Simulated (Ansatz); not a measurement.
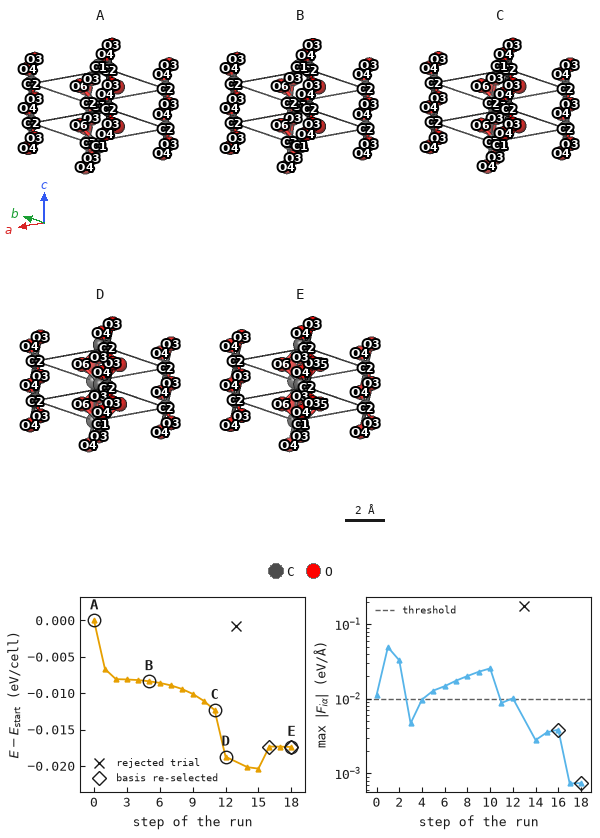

Frames of a relaxation of a crystal of CO2 (built on the MgF2-58 type type), marked on the history of the run. Style: ball-and-stick. Shown: the cell of the calculation, from a free direction.

All numbers below come from Ansatz 0.2.0, DFT, r2SCAN+rVV10, plane waves, PAW.

Input file:
```yaml
crystal:
  lattice:
    - [5.0216680286, 0.0, 0.0]
    - [0.0, 5.0714494754, 0.0]
    - [0.0, 0.0, 2.1368881097]
  atoms:
    - { symbol: C, position: [0.5, 0.5, 0.5] }
    - { symbol: C, position: [0.0, 0.0, 0.0] }
    - { symbol: O, position: [0.8585786439, 0.1369560127, 0.5] }
    - { symbol: O, position: [0.1414213561, 0.8630439873, 0.5] }
    - { symbol: O, position: [0.3585786439, 0.3630439873, 0.0] }
    - { symbol: O, position: [0.6414213561, 0.6369560127, 0.0] }
kpoints:
  mp_grid: { grid: [6, 6, 10] }
hamiltonian:
  xc: r2scan
  dispersion: rvv10
scf:
  occupations: { method: fermi_dirac, width: 0.03 }
relax:
  f_tol: 0.01
  cell: {}
  max_steps: 120
output:
  write_density: true
  write_potential: true
  elf: true
  volumetric_format: npy
```

Launched with:
```bash
ansatz run input.yaml --threads 2 --pin off --max-ram 2211MiB --backend cpu --events-out ev --progress --plain --runs-dir out
```

### What happens along the run?

After 15 accepted moves (18 points after the start) the energy has fallen by 17.4 meV per cell of the calculation. The largest force component goes from 0.011 to 0.00074 eV/Å. Pressure: −1.23 GPa at the start and 0.00 GPa at the end. The line search rejected the trial step at point 13 of the run. The SCF was repeated twice at an unchanged geometry on a basis and grid sized afresh for the cell, which shifted the energy by 3.0 meV per cell of the calculation at most. The largest moves relative to the cell, 0.20 Å, are those of O3, O4, O5 and O6. O4 goes along [3 2 0]. C stays in place. The drawn cell changes as follows: a 5.022 → 4.592 Å (−8.6 %), b 5.071 → 5.243 Å (+3.4 %), c 2.137 → 2.135 Å (−0.1 %); the volume changes by −5.5 %. The space group stays Pnnm (No. 58). Cost: 2.3 min on 2 threads of Arm Neoverse V2, on a shared host, peak memory 0.63 GiB. From step 0 to 5: O atoms move most (0.02 Å), volume −3.3 %, energy −8.4 meV per cell of the calculation. From step 5 to 11: O atoms move most (0.07 Å), volume −0.4 %, energy −4.0 meV per cell of the calculation. From step 11 to 12: O atoms move most (0.07 Å), volume −1.0 %, energy −6.4 meV per cell of the calculation. From step 12 to 18: O atoms move most (0.04 Å), volume −0.9 %, energy +1.3 meV per cell of the calculation.

```
step  E − E(0), meV/atom  largest force component, eV/Å  pressure, GPa  volume, Å³/atom                      note
   0                0.00                         0.0111          -1.23            9.070                          
   1               -1.11                         0.0493          -0.44            8.865                          
   2               -1.34                         0.0329           0.12            8.750                          
   3               -1.35                         0.0047           0.00            8.767                          
   4               -1.37                         0.0098          -0.01            8.772                          
   5               -1.39                         0.0129          -0.03            8.771                          
   6               -1.43                         0.0148          -0.03            8.769                          
   7               -1.49                         0.0175          -0.04            8.766                          
   8               -1.57                         0.0202          -0.05            8.762                          
   9               -1.68                         0.0231          -0.06            8.756                          
  10               -1.84                         0.0256          -0.07            8.746                          
  11               -2.05                         0.0088           0.04            8.736                          
  12               -3.12                         0.0102          -0.13            8.645                          
  13               -0.14                         0.1779           0.66            8.451                  rejected
  14               -3.36                         0.0028           0.00            8.582                          
  15               -3.39                         0.0035          -0.01            8.561                          
  16               -2.89                         0.0039           0.03            8.561  same geometry, new basis
  17               -2.89                         0.0007           0.00            8.569                          
  18               -2.90                         0.0007           0.00            8.569  same geometry, new basis
```
